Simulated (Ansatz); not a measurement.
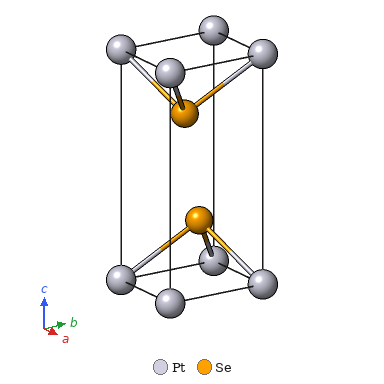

System: PtSe₂, space group P-3m1 (No. 164) (cell built by us, not taken from a database). The picture shows the cell.

Structure:
```
CELL_PARAMETERS angstrom
3.57950 0.00000 0.00000
-1.78975 3.09994 0.00000
0.00000 0.00000 5.81649
ATOMIC_POSITIONS crystal
Pt 0.00000 0.00000 0.00000
Se 0.33333 0.66667 0.23794
Se 0.66667 0.33333 0.76206
```

Computed with Ansatz 0.2.0: Born effective charges by linear response at the zone centre, in units of the proton charge, Cartesian axes of the given cell; DFT, r2SCAN, plane waves, PAW. Level: r2SCAN, no spin polarisation.

- periodic directions: 3
- potentials: PAW
- wave cutoff: 500 eV
- k mesh: 6×6×4

Describe the result: the mean Born effective charge of each atom. The cases: Pt; Se 1; Se 2.

The largest in size is that of Pt, 1.80 e, and the charges add up to 0.00 e. Pt is the most anisotropic: its diagonal components run from 0.36 to 2.52 e.

| atom | mean Born effective charge (e) | Born charge xx (e) | Born charge zz (e) |
| --- | --- | --- | --- |
| Pt | 1.80 | 2.524 | 0.359 |
| Se 1 | −0.90 | −1.262 | −0.180 |
| Se 2 | −0.90 | −1.262 | −0.180 |

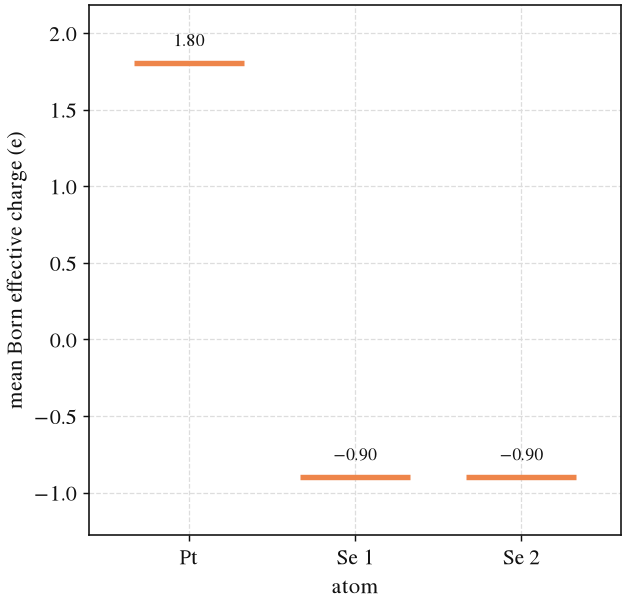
